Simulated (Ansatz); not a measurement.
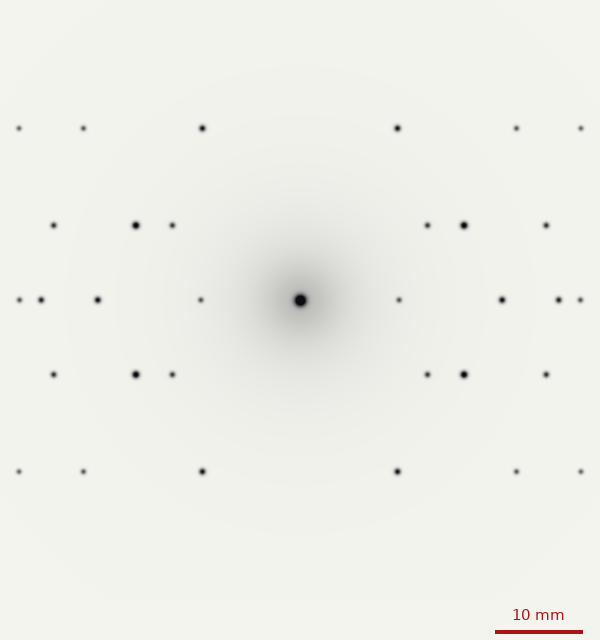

Simulated X-ray rotation photograph: Cu Kα radiation (λ = 1.5418 Å), cylindrical film of radius 30.0 mm unrolled, rotation axis vertical and normal to the beam, kinematic intensities without Lorentz or polarisation factors, the film spanning ±63° about the beam; spots down to d = 1.40 Å.

**What lattice repeat along the rotation axis do the layer lines give?**

The first layer line lies 8.6 mm from the equator, so tan ν = 0.286, sin ν = 0.275 and the period is λ/sin ν = 5.61 Å. Further lines follow at 19.7 mm.

The crystal is CaB₂, space group P6/mmm (No. 191), a = 3.24 Å, c = 4.08 Å (hexagonal axes). Structure: the geometry relaxed at fixed volume with DFT PBEsol, scalar-relativistic, plane waves, PAW in Ansatz 0.2.0; the starting structure was generated, so it need not be a known form of this composition.

**About which axis was it rotated?**

About [210] (or an equivalent direction), whose length in the conventional cell is 5.611 Å.
